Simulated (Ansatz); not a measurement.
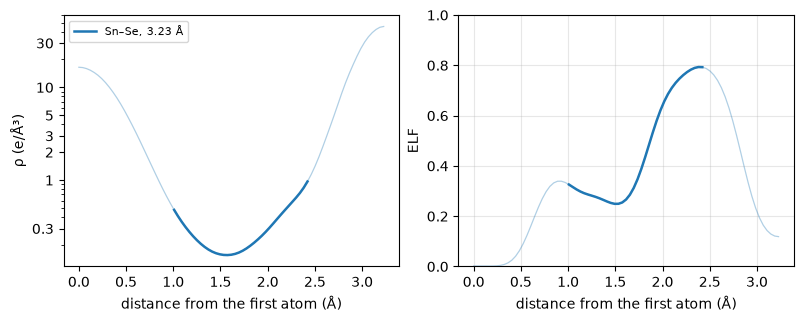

Sn₃Se. Valence charge density (pseudo) and ELF along straight lines between neighbouring atoms. Thin, pale parts lie inside the atomic spheres.

Space group I4mm; a structure from a database of computed crystals, not necessarily the ambient phase; changed on purpose from its base cell (atom 3 (Sn) moved +0.050 A along Cartesian [0 0 1]).

Level of theory: Ansatz, DFT PBE, scalar-relativistic, plane waves, PAW.

Core electrons are frozen (PAW), and the valence fields are smoothed inside the atomic spheres.

What can be read from the curves?

Answer. Sn–Se (3.23 Å): ρ is about 0.16 e/Å³ halfway; the ELF is about 0.25 at the midpoint.
